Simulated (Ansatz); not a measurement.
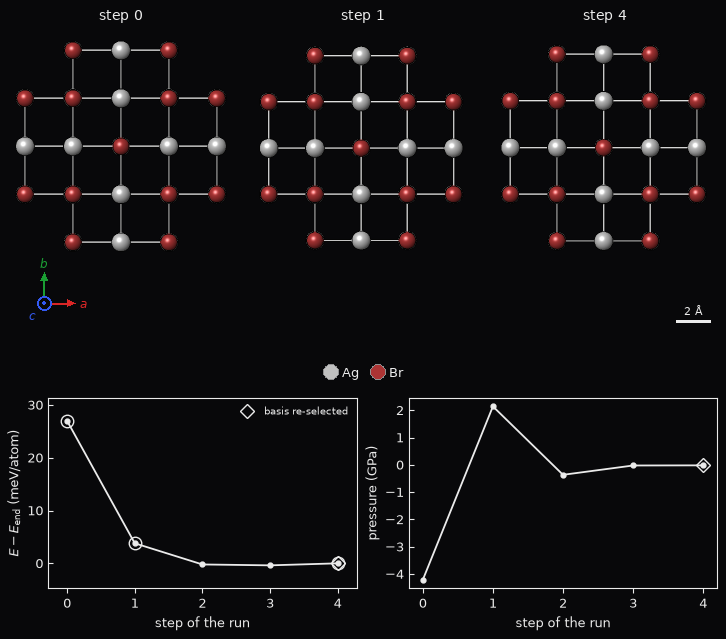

Frames of a relaxation of crystalline AgBr (set up in Fm-3m), marked on the history of the run. The picture is a ball-and-stick view of the conventional cell (4 times the calculation's cell), seen along the c axis. Lengths and directions refer to the drawn axes.

The run lets cell and atoms move.

Method: Kohn-Sham DFT of a periodic cell, LDA, Ansatz PAW in Ansatz 0.2.0.

Input
```yaml
crystal:
  lattice:
    - [0.0, 2.87015, 2.87015]
    - [2.87015, 0.0, 2.87015]
    - [2.87015, 2.87015, 0.0]
  atoms:
    - { symbol: Ag, position: [0.0, 0.0, 0.0] }
    - { symbol: Br, position: [0.5, 0.5, 0.5] }
hamiltonian:
  xc: lda
  pseudopotentials: { kind: paw }
kpoints:
  mp_grid: { grid: [8, 8, 8] }
scf:
  occupations: { method: fermi_dirac, width: 0.05 }
output:
  forces: true
  stress: true
relax:
  f_tol: 0.01
  max_steps: 40
  cell: { stress_tol: 0.05 }
```

Run as
```bash
ansatz run input.yaml --threads 2 --pin off --max-ram 5632MiB --backend cpu --events-out ev --progress --plain --runs-dir out
```

What happens along the run?

No atom moves by more than 0.005 Å relative to the cell. The drawn cell changes as follows: a = b = c 5.740 → 5.585 Å (−2.7 %); the volume changes by −7.9 %. Among the contacts that change: Ag–Br 2.870 → 2.792 Å. The space group stays Fm-3m (No. 225). After 3 accepted moves (4 points after the start) the energy has fallen by 27.0 meV per atom. All forces vanish by symmetry, so only the cell relaxes. The pressure goes from −4.21 to −0.02 GPa. At 1 point the geometry stayed and the basis and grid were re-selected for the new cell (energy shift of 0.4 meV per atom at most each time). From step 0 to 1: volume −10.8 %, energy −23.2 meV per atom. From step 1 to 4: volume +3.2 %, energy −3.8 meV per atom.

| step | E − E(0), meV/atom | pressure, GPa | volume, Å³/atom | note |
| --- | --- | --- | --- | --- |
| 0 | 0.00 | -4.21 | 23.644 |  |
| 1 | -23.18 | 2.14 | 21.095 |  |
| 2 | -27.19 | -0.37 | 21.890 |  |
| 3 | -27.36 | -0.02 | 21.770 |  |
| 4 | -26.98 | -0.02 | 21.770 | same geometry, new basis |
